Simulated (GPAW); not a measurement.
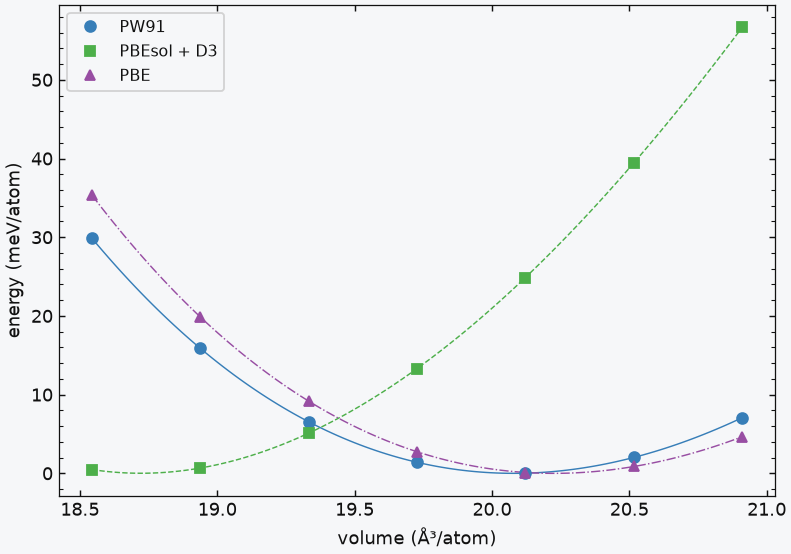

The plot gives the computed energy against volume, with one curve for each functional, for ZnS (space group F-43m).

How it was computed, with GPAW 26.7.0: PAW DFT in plane waves, on a grid or in atomic orbitals, no spin polarisation; energies at scaled volumes of the given cell, shape and fractions fixed, counted from the fit's minimum, third-order Birch-Murnaghan fit. All runs: no spin polarisation.

| setting | value |
| --- | --- |
| k mesh | 7×7×7 |
| occupations | Fermi–Dirac |
| smearing width | 0.05 eV |

Settings that differ: PW91: wave cutoff 600 eV, potentials PAW-data-sets-made-by gpaw-setup-for-the-functional; PBEsol + D3: wave cutoff 600 eV, potentials PAW-data-sets-made-by gpaw-setup-for-the-functional; PBE: wave cutoff 1100 eV, potentials SG15-ONCV-1.2.

Q: Order the curves by fitted equilibrium volume, smallest first.

A: PBEsol + D3 18.722, PW91 20.079, PBE 20.225 Å³/atom.

Q: Order the curves by fitted bulk modulus, smallest first.

A: PBE 68.4, PW91 70.7, PBEsol + D3 87.0 GPa.

The computed values:

PW91:
```csv
volume (Å³/atom),energy (meV/atom)
18.54,29.87
18.94,15.89
19.33,6.55
19.73,1.40
20.12,0.02
20.52,2.03
20.91,7.07
```

PBEsol + D3:
```csv
volume (Å³/atom),energy (meV/atom)
18.54,0.47
18.94,0.66
19.33,5.10
19.73,13.29
20.12,24.87
20.52,39.44
20.91,56.66
```

PBE:
```csv
volume (Å³/atom),energy (meV/atom)
18.54,35.33
18.94,19.92
19.33,9.22
19.73,2.65
20.12,0.08
20.52,0.99
20.91,4.59
```
